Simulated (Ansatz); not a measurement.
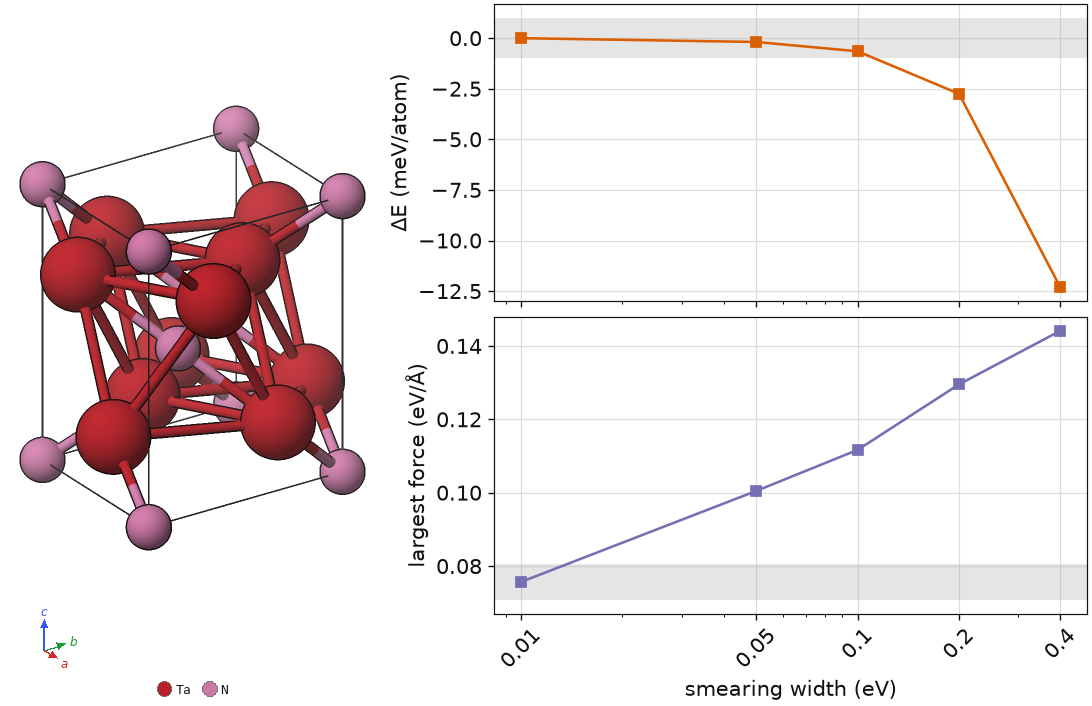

Beside the plot: the structure in its conventional cell.

One cell, run at 5 values of the smearing width.
- system: Ta2N (P-31m, 9 atoms in the cell)
- method: Ansatz 0.2.0, DFT PBEsol, scalar-relativistic, plane waves, PAW; cutoff 420 eV, 6×6×4 k-mesh, Gaussian smearing
ΔE is the free energy less its value at the smallest setting, 0.01 eV.
Dashed lines or grey bands mark the tolerance: 1 meV/atom and 0.005 eV/Å.

Q: What is enough for the free energy to 1 meV/atom?

A: The free energy is within 1 meV/atom of the smallest setting's value from 0.1 eV down. It is off by −12 meV/atom at 0.4 eV and −2.7 meV/atom at 0.2 eV. The free energy falls with the width because it holds the −TS term of the fractional occupations.

Q: How does the largest force behave (tolerance 0.005 eV/Å)?

A: The largest force at the last setting but one, 0.05 eV, is still more than 0.005 eV/Å from the smallest setting's value, so the scan doesn't show it converged. It is 0.144 eV/Å at 0.4 eV, 0.112 eV/Å at 0.1 eV, 0.101 eV/Å at 0.05 eV and 0.076 eV/Å at 0.01 eV.
